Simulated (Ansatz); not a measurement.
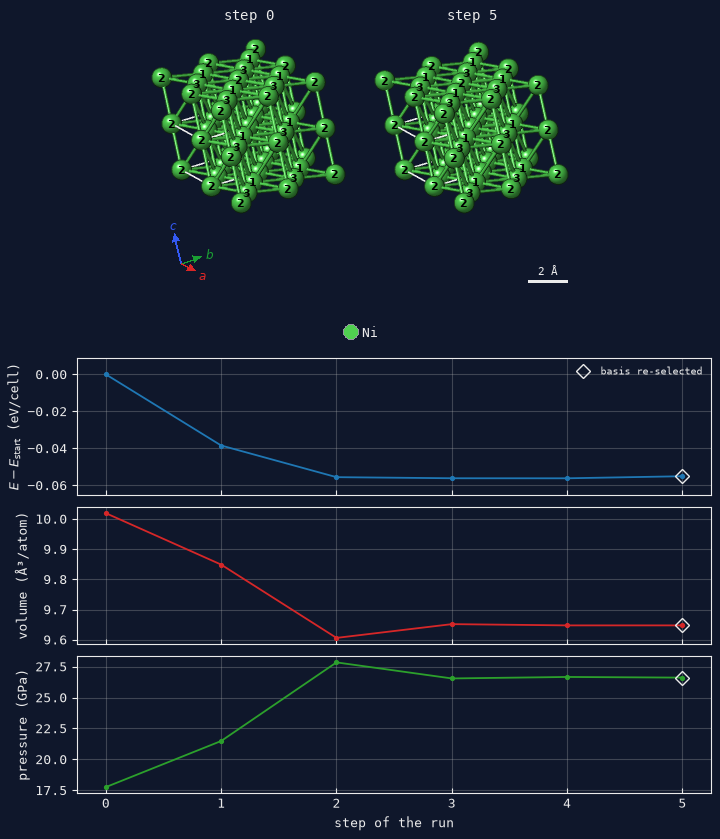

First and last geometry of a relaxation of crystalline Ni (set up in R-3m), with the history of the run. A ball-and-stick model of the cell of the calculation, repeated 2 × 2 × 2 with one cell outlined, seen slightly off an axis.

Case: film's bulk on the substrate's plane, third vector and atoms relaxed.

Theory: DFT r2SCAN, scalar-relativistic, plane waves, PAW (Ansatz).

Input
```yaml
crystal:
  lattice:
    - [4.0065530061, 0.0, 0.0]
    - [-2.0032765031, 3.4697766849, 0.0]
    - [-1.3355176687, 0.0, 2.1621136183]
  atoms:
    - { symbol: Ni, position: [0.3333333333, 0.6666666667, 0.0], spin: 0.9 }
    - { symbol: Ni, position: [0.0, 0.0, 0.0], spin: 0.9 }
    - { symbol: Ni, position: [0.6666666667, 0.3333333333, 0.0], spin: 0.9 }
basis:
  ecutwfc: 500
kpoints:
  mp_grid: { grid: [9, 9, 16] }
hamiltonian:
  xc: r2scan
scf:
  occupations: { method: gaussian, width: 0.1 }
output:
  forces: true
  stress: true
  eigenvalues: true
  populations: true
magnetization:
  spin_polarized: true
relax:
  adjacent_minimum: "off"
  f_tol: 0.01
  max_steps: 50
  cell: { fix: [a, b, gamma], stress_tol: 0.1 }
```

Run as
```bash
ansatz run input.yaml --threads 8 --pin off --max-ram 20480MiB --backend cpu --events-out ev --progress --plain --runs-dir out
```

### What do the curves and the structures tell?

It converged. The atoms keep their places relative to the cell (all moves are under 0.005 Å). Cell: a = b unchanged at 4.007 Å, c 2.541 → 2.474 Å (−2.6 %), α 74.8° → 74.3°, β 121.7° → 122.7°. Volume −3.7 %. Some distances before and after: Ni1–Ni1 2.541 → 2.474 Å. The space group stays R-3m (No. 166). After 4 accepted moves (5 points after the start) the energy has fallen by 55.1 meV per cell of the calculation. All forces vanish by symmetry, so only the cell relaxes. Pressure: 17.76 GPa at the start and 26.61 GPa at the end. The SCF was repeated once at an unchanged geometry on a basis and grid sized afresh for the cell, which shifted the energy by 1.1 meV per cell of the calculation at most. The run took 3.6 min on 8 threads of Intel(R) Xeon(R) Processor @ 2.50GHz (Skylake/Cascade Lake) (shared host), peak memory 1.2 GiB.
